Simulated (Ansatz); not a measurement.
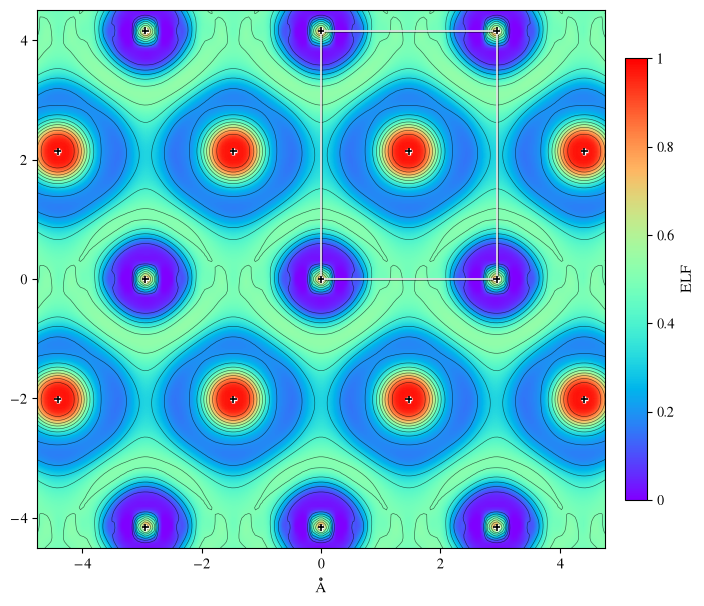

The ELF on a plane through atoms (crosses mark nuclei in the plane).

All numbers below come from DFT PBE, scalar-relativistic, plane waves, PAW (Ansatz 0.2.0).

Candidates:
A. Al2Cu, a = 2.88 Å, b = 4.12 Å, c = 4.12 Å, α = 90.00°, β = 90.00°, γ = 90.00°. Space group Pmm2; a point of a scan over the structure, not its minimum; a structure from a database of computed crystals, not necessarily the ambient phase; not relaxed (largest force 1.2 eV/Å); computed without spin polarisation; PAW files of the earlier set (soft_1).
B. AlNi, a = 2.94 Å, b = 2.94 Å, c = 2.94 Å, α = 90.00°, β = 90.00°, γ = 90.00°. Space group P4mm; a point of a scan over the structure, not its minimum; changed on purpose from its base cell (mode 6 frozen in at -0.060 Å, equal normal strain along x, y and z +0.0167); not relaxed (largest force 0.4 eV/Å); computed pressure about −7 GPa in this cell; computed without spin polarisation; PAW files of the earlier set (soft_1).

### Which candidate gave the map?

Candidate B: AlNi on the (101̄) plane of the conventional cell, which holds Al and Ni. Al–Ni (2.50 Å): the ELF is about 0.40 at the midpoint. Al–Ni (2.60 Å): the ELF is about 0.40 at the midpoint.
